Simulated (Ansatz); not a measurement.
# MoS$_{2}$: geometry relaxation (part 2 of 2)

The same run, continued: MoS$_{2}$ (9 atoms in the cell); DFT PBEsol, scalar-relativistic, plane waves, PAW, no spin polarisation (Ansatz 0.2.0); cutoff 420 eV, 12×12×2 k-mesh, Gaussian smearing of 0.02 eV. The structure derives from a Materials Project entry. It belongs to a series of runs on one base structure; here: biaxial strain in the a-b plane, c and atoms relaxed: -2.0 %.

Geometry of the input (Å; fractional positions):
```
3.0802  0.0000  0.0000
-1.5401  2.6675  0.0000
0.0000  0.0000  19.0814
Mo 0.0000  0.0000  0.0002
Mo 0.6667  0.3333  0.3336
Mo 0.3333  0.6667  0.6669
S  0.3333  0.6667  0.2509
S  0.6667  0.3333  0.0828
S  0.0000  0.0000  0.5843
S  0.3333  0.6667  0.4162
S  0.6667  0.3333  0.9176
S  0.0000  0.0000  0.7495
```

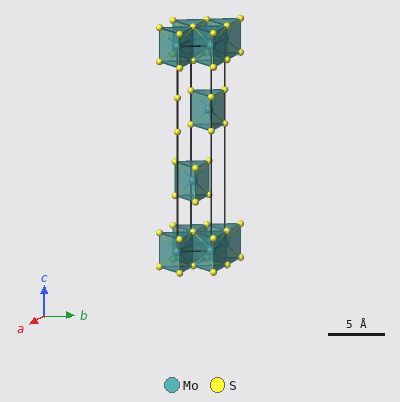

Figure 1. The geometry at step 3 of the log (polyhedral view of the cell of the calculation, seen slightly off an axis; polyhedra are completed across the faces of the cell).

```
basis re-selected at this cell: Δ(F+E_penalty+E_count) = -3.850e-5 eV, ΔP = +0.000 GPa vs the last step (what re-selecting the basis moved, of the pressure what is left beyond the Pulay correction that the steps carried, after the strain that the cell walked since its last selection, with what the two solves' SCF thresholds leave and, on support functions, any second-order correction that the steps lacked; it is no measure of the basis error at this ecutwfc). This SCF's stress stands 1.33e-2 GPa from its target on what of the cell is left free (relax.cell.stress_tol is 1.50e-2 GPa) and its largest allowed force component is 8.26e-4 eV/Å (relax.f_tol is 8.00e-3 eV/Å): within both
SCF converged after 5 iterations
Free energy (F): -20010.389144 eV
Harris-Foulkes:  -20010.389144 eV  (|F-HF|=1.09e-11)
Internal energy: -20010.389144 eV  (E = F + TS)
E sigma→0 (E₀):  -20010.389144 eV
Fermi energy:    11.391684 eV
--- Per-component energies (eV) ---
  E_band       = -452.240189
  E_kinetic    = 1976.760108
  E_local      = -6303.372419  (includes V_loc(G=0)·N_el)
  E_nonlocal   = 604.781028
  E_hartree    = 2476.046093
  E_xc         = -1130.096101
  E_vxc        = -1217.766199  (∫ρ·V_xc dr)
  E_paw        = -12936.156420  (= ΣΔE_a)
  E_vpaw       = -464.735100  (= ΣTr[D̂ρ^β])
  E_aug_tail   = 0.000091  (compensation charges beyond the density's cutoff)
  E_ewald      = -4699.351119
  E_core_change = 0.999594  (= ΣΔE_core)
  E_smearing   = -0.000000  (= −TS)
  E_closure    = -0.000000  (closes the sum)
  Σ components = -20010.389144   (vs F -20010.389144, Δ=0.00e0)
--- Forces (eV/Å), atoms counted from 1 ---
  atom   1  Mo    -0.00000000     0.00000000    -0.00013867
  atom   2  Mo    -0.00000000     0.00000000    -0.00013867
  atom   3  Mo    -0.00000000     0.00000000    -0.00013867
  atom   4  S      0.00000000     0.00000000    -0.00068725
  atom   5  S      0.00000000     0.00000000     0.00082594
  atom   6  S      0.00000000     0.00000000    -0.00068725
  atom   7  S      0.00000000     0.00000000     0.00082594
  atom   8  S      0.00000000     0.00000000    -0.00068725
  atom   9  S      0.00000000     0.00000000     0.00082594
  max |Σ_I F_I| component: 7.06e-8 eV/Å
--- Stress (GPa, compression-positive) ---
        5.848781       0.000000      -0.000000
       -0.000000       5.848781       0.000000
       -0.000000       0.000000       0.013291
  P = ⅓ Tr σ = 3.9036 GPa (39.036 kbar)
--- Band table (eV; the first three rows and the last of 38) ---
  k-point 0: bands = ["-50.1951", "-50.1951", "-50.1951", "-24.4482", "-24.4482", "-24.4481", "-24.0947", "-24.0947", "-24.0947", "-24.0947", "-24.0947", "-24.0947", "-4.0652", "-3.9287", "-3.9287", "-2.7144", "-2.7144", "-2.4791", "4.0838", "4.6432", "4.6432", "7.8469", "7.8469", "7.9585", "7.9585", "7.9585", "7.9585", "7.9646", "7.9646", "9.1473", "9.1473", "9.1599", "9.1599", "9.1599", "9.1599", "9.4455", "9.6324", "10.6789", "10.6789", "13.4681", "13.4681", "13.5123", "13.5123", "13.5123", "13.5123", "13.7036", "13.7036", "13.7036"]
  k-point 1: bands = ["-50.1951", "-50.1951", "-50.1951", "-24.4482", "-24.4481", "-24.4481", "-24.0947", "-24.0947", "-24.0947", "-24.0947", "-24.0947", "-24.0947", "-4.0240", "-4.0240", "-3.8717", "-2.8028", "-2.5540", "-2.5540", "4.2511", "4.2511", "4.8901", "7.4568", "7.9565", "7.9565", "7.9626", "7.9626", "7.9626", "7.9626", "8.6680", "8.6680", "9.1515", "9.1515", "9.1515", "9.1515", "9.1641", "9.1641", "10.2462", "10.2462", "10.8224", "13.4812", "13.4812", "13.4812", "13.4812", "13.5328", "13.5328", "13.6771", "13.6771", "13.7472"]
  k-point 2: bands = ["-50.1912", "-50.1912", "-50.1912", "-24.4409", "-24.4409", "-24.4409", "-24.1309", "-24.1309", "-24.1309", "-24.1028", "-24.1028", "-24.1028", "-3.9465", "-3.8109", "-3.8108", "-2.6600", "-2.6598", "-2.4323", "4.2193", "4.7729", "4.7730", "7.6130", "7.6138", "7.7056", "7.7062", "7.7111", "8.0794", "8.0846", "8.0890", "8.5149", "8.9599", "8.9669", "8.9799", "9.1982", "9.2161", "9.6606", "9.8380", "10.5876", "10.5888", "13.3244", "13.3439", "13.3506", "13.3799", "13.4211", "13.4642", "13.5313", "13.5769", "13.6131"]
  k-point 37: bands = ["-50.1295", "-50.1295", "-50.1295", "-24.4856", "-24.4856", "-24.4856", "-24.4298", "-24.4298", "-24.4298", "-24.3260", "-24.3260", "-24.3260", "-1.4882", "-1.4882", "-1.4882", "-1.3912", "-1.3912", "-1.3912", "4.6697", "4.6697", "4.6697", "5.5332", "5.5332", "5.5332", "6.0941", "6.0941", "6.0941", "6.8420", "6.8420", "6.8420", "7.3450", "7.3450", "7.3450", "8.1139", "8.1139", "8.1139", "10.4735", "10.4735", "10.4735", "12.5242", "12.5242", "12.5242", "13.2820", "13.2820", "13.2820", "14.2642", "14.2642", "14.2642"]
--- Relaxed structure (4 steps of the walk, 4 accepted, 1 SCFs on fresh bases) ---
  F+E_penalty+E_count = -20010.38914438 eV   max|allowed force component| = 8.259e-4 eV/Å   (the final SCF, on the basis selected at the relaxed cell)
  cell:  # Å, volume = 157.2794 Å³
    - [3.0802083479402436, 2.886746108554562e-11, 3.227116731165727e-33]
    - [-1.5401041739951218, 2.6675386782507147, -6.186810298680258e-33]
    - [1.9991515939085584e-32, -3.2713389718503704e-32, 19.141727196142806]
  atoms:
    - { symbol: Mo, position: [-2.197273122112211e-34, 3.324708496904737e-34, 0.00023134811823860712] }
    - { symbol: Mo, position: [0.6666666666666666, 0.33333333333333326, 0.33356468145157187] }
    - { symbol: Mo, position: [0.3333333333333333, 0.6666666666666666, 0.6668980147849052] }
    - { symbol: S, position: [0.3333333333333333, 0.6666666666666666, 0.2509783622696882] }
    - { symbol: S, position: [0.6666666666666666, 0.33333333333333326, 0.08278928964540641] }
    - { symbol: S, position: [9.002684111415837e-34, -7.3446643470945145e-34, 0.5843116956030217] }
    - { symbol: S, position: [0.3333333333333333, 0.6666666666666666, 0.41612262297873975] }
    - { symbol: S, position: [0.6666666666666666, 0.33333333333333326, 0.9176450289363548] }
    - { symbol: S, position: [-1.391661311304292e-33, -1.7612932948473467e-33, 0.7494559563120731] }
```

Trajectory as extended XYZ (Å, eV, eV/Å), 5 frames, from step=1 to step=5:
```
9
Lattice="3.0802 0.0000 0.0000 -1.5401 2.6675 0.0000 0.0000 0.0000 19.0814" Properties=species:S:1:pos:R:3:forces:R:3 step=1 energy=-20010.38818 pressure_GPa=4.36
Mo    0.0000    0.0000    0.0044    0.0000   0.0000  -0.0002
Mo    1.5401    0.8892    6.3649    0.0000   0.0000  -0.0002
Mo    0.0000    1.7784   12.7254    0.0000   0.0000  -0.0002
S     0.0000    1.7784    4.7879    0.0000   0.0000  -0.0758
S     1.5401    0.8892    1.5808    0.0000   0.0000   0.0760
S     0.0000    0.0000   11.1484    0.0000   0.0000  -0.0758
S     0.0000    1.7784    7.9413    0.0000   0.0000   0.0760
S     1.5401    0.8892   17.5089    0.0000   0.0000  -0.0758
S     0.0000    0.0000   14.3018    0.0000   0.0000   0.0760
9
Lattice="3.0802 0.0000 0.0000 -1.5401 2.6675 0.0000 0.0000 0.0000 19.1120" Properties=species:S:1:pos:R:3:forces:R:3 step=2 energy=-20010.38902 pressure_GPa=3.80
Mo    0.0000    0.0000    0.0044    0.0000   0.0000   0.0002
Mo    1.5401    0.8892    6.3751    0.0000   0.0000   0.0002
Mo    0.0000    1.7784   12.7458    0.0000   0.0000   0.0002
S     0.0000    1.7784    4.7931    0.0000   0.0000   0.0229
S     1.5401    0.8892    1.5859    0.0000   0.0000  -0.0230
S     0.0000    0.0000   11.1638    0.0000   0.0000   0.0229
S     0.0000    1.7784    7.9566    0.0000   0.0000  -0.0230
S     1.5401    0.8892   17.5345    0.0000   0.0000   0.0229
S     0.0000    0.0000   14.3272    0.0000   0.0000  -0.0230
9
Lattice="3.0802 0.0000 0.0000 -1.5401 2.6675 0.0000 0.0000 0.0000 19.1290" Properties=species:S:1:pos:R:3:forces:R:3 step=3 energy=-20010.38911 pressure_GPa=3.90
Mo    0.0000    0.0000    0.0044    0.0000   0.0000  -0.0002
Mo    1.5401    0.8892    6.3808    0.0000   0.0000  -0.0002
Mo    0.0000    1.7784   12.7571    0.0000   0.0000  -0.0002
S     0.0000    1.7784    4.7999    0.0000   0.0000   0.0010
S     1.5401    0.8892    1.5848    0.0000   0.0000  -0.0008
S     0.0000    0.0000   11.1762    0.0000   0.0000   0.0010
S     0.0000    1.7784    7.9611    0.0000   0.0000  -0.0008
S     1.5401    0.8892   17.5526    0.0000   0.0000   0.0010
S     0.0000    0.0000   14.3375    0.0000   0.0000  -0.0008
9
Lattice="3.0802 0.0000 0.0000 -1.5401 2.6675 0.0000 0.0000 0.0000 19.1417" Properties=species:S:1:pos:R:3:forces:R:3 step=4 energy=-20010.38911 pressure_GPa=3.90
Mo    0.0000    0.0000    0.0044    0.0000   0.0000  -0.0001
Mo    1.5401    0.8892    6.3850    0.0000   0.0000  -0.0001
Mo    0.0000    1.7784   12.7656    0.0000   0.0000  -0.0001
S     0.0000    1.7784    4.8042    0.0000   0.0000  -0.0007
S     1.5401    0.8892    1.5847    0.0000   0.0000   0.0008
S     0.0000    0.0000   11.1847    0.0000   0.0000  -0.0007
S     0.0000    1.7784    7.9653    0.0000   0.0000   0.0008
S     1.5401    0.8892   17.5653    0.0000   0.0000  -0.0007
S     0.0000    0.0000   14.3459    0.0000   0.0000   0.0008
9
Lattice="3.0802 0.0000 0.0000 -1.5401 2.6675 0.0000 0.0000 0.0000 19.1417" Properties=species:S:1:pos:R:3:forces:R:3 step=5 energy=-20010.38914 pressure_GPa=3.90
Mo    0.0000    0.0000    0.0044    0.0000   0.0000  -0.0001
Mo    1.5401    0.8892    6.3850    0.0000   0.0000  -0.0001
Mo    0.0000    1.7784   12.7656    0.0000   0.0000  -0.0001
S     0.0000    1.7784    4.8042    0.0000   0.0000  -0.0007
S     1.5401    0.8892    1.5847    0.0000   0.0000   0.0008
S     0.0000    0.0000   11.1847    0.0000   0.0000  -0.0007
S     0.0000    1.7784    7.9653    0.0000   0.0000   0.0008
S     1.5401    0.8892   17.5653    0.0000   0.0000  -0.0007
S     0.0000    0.0000   14.3459    0.0000   0.0000   0.0008
```

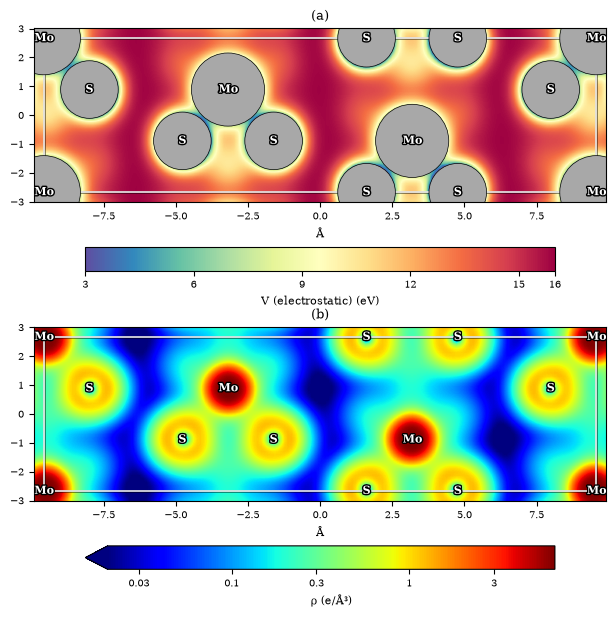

Figure 2. (a) electrostatic potential energy of an electron; (b) valence pseudo-density on the (110) plane of the conventional cell. Grey discs, where drawn, cover atomic cores. Atoms in the plane: Mo and S. Mo–S (2.38 Å): ρ is about 0.64 e/Å³ halfway. Away from the nuclei the density in this plane falls to 0.01 e/Å³ at its lowest. Outside the cores the potential energy rises away from the atoms and is highest about 2.3 Å from the nearest atoms; outside the discs it spans about 12 eV, and its zero is arbitrary. Core electrons are frozen (PAW), so the fields are smoothed inside the atomic spheres.

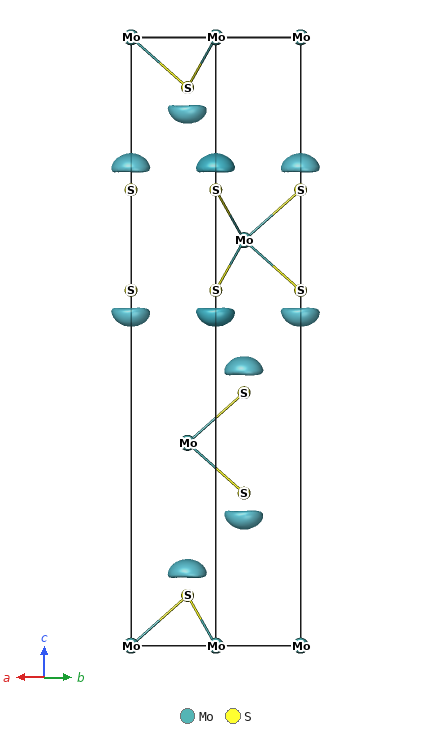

Figure 3. Isosurface of the electron localisation function at 0.9 (cyan), seen along [110]. Only the valence region is drawn (cores and ρ < 0.01 e/Å³ removed). Sticks mark near contacts. The outline is the cell set on symmetry axes. Values along the shortest contacts: Mo–S (2.38 Å): the ELF is about 0.45 at the midpoint.
